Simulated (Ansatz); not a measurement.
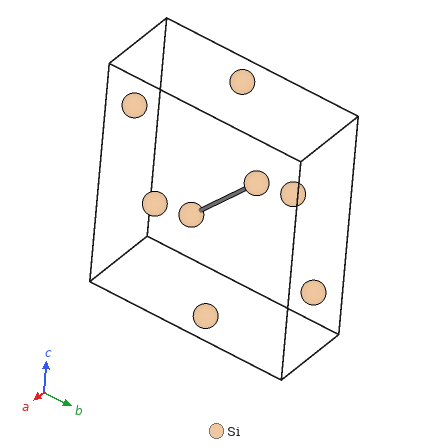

System: Si, space group R-3 (No. 148). The picture shows the cell.

Starting cell:
```xyz
8
Lattice="4.7155 2.7225 1.8887 -4.7155 2.7225 1.8887 0.0000 -5.4450 1.8887" Properties=species:S:1:pos:R:3 pbc="T T T"
Si   -3.2913   -0.8301    2.3569
Si    3.2913    0.8301    3.3093
Si    0.0000    0.0000    4.0367
Si   -0.9268   -3.2654    3.3093
Si   -2.3645    2.4353    3.3093
Si    0.9268    3.2654    2.3569
Si    0.0000    0.0000    1.6295
Si    2.3645   -2.4353    2.3569
```

How it was computed, with Ansatz 0.2.0: homogeneous strain of a crystal along one Voigt pattern with engineering shear, fractional coordinates fixed, by plane-wave density functional theory with PAW datasets, free energies less that of the undisturbed cell; scalar-relativistic. Level: r2SCAN, no spin polarisation.

wave cutoff 500 eV; k mesh 12×12×12; occupations Gaussian; smearing width 0.15 eV; k shift (0, 0, 0) (mesh steps); start relaxed; strain pattern (1, -1, 0, 0, 0, 0) (xx yy zz yz xz xy with engineering shear).

Predict the energy change against strain. The strain takes the values −0.1500, −0.0750, 0.0000, 0.0375, 0.1125.

The energy rises on both sides of the starting structure, which is therefore a minimum along this path. The energy change is 503 meV/atom at strain −0.1500 and 252 meV/atom at 0.1125; the lowest computed point is at strain 0.0000 (0 meV/atom), and no other minimum shows among the points.

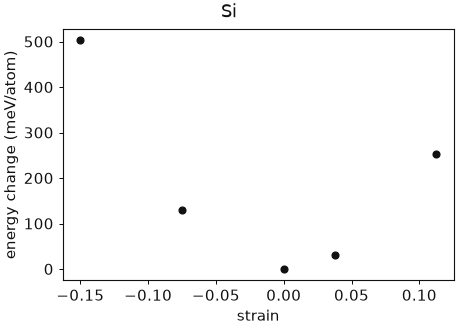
